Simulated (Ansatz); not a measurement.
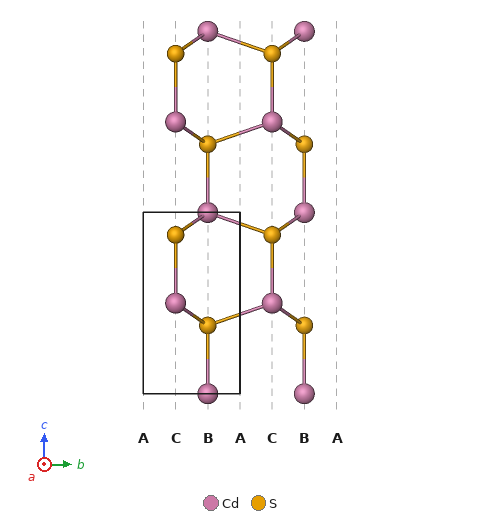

Projection along an edge of the hexagonal mesh, stacking direction c upwards. The dashed lines mark the three columns A (0, 0), B (1/3, 2/3) and C (2/3, 1/3). The sequence starts with the first layer at or above the cell's origin.

CdS (space group P6_3mc, No. 186). Coordinates: the input geometry of an electronic-structure calculation (not necessarily at equilibrium); the starting structure was generated, so it need not be a known form of this composition.

Give the sequence of layers in one repeat, with element and column.

Cd(B) – S(B) – Cd(C) – S(C) (four layers in 6.77 Å).

How are the S layers alone stacked?

S layers alone: BC, the hexagonal close-packed type.

Which positions between or in the S layers do the other atoms fill?

Cd: two tetrahedral sites, counted in one hexagonal cell.

What short polytype symbol fits?

Polytype symbol 2H, the symbol of a tetrahedral polytype (number of double layers in the repeat and lattice).

Heights of the layers:

```csv
layer,atoms (column),height (Å),to next (Å)
1,Cd(B),0.00,2.54
2,S(B),2.54,0.83
3,Cd(C),3.38,2.55
4,S(C),5.93,0.84
```
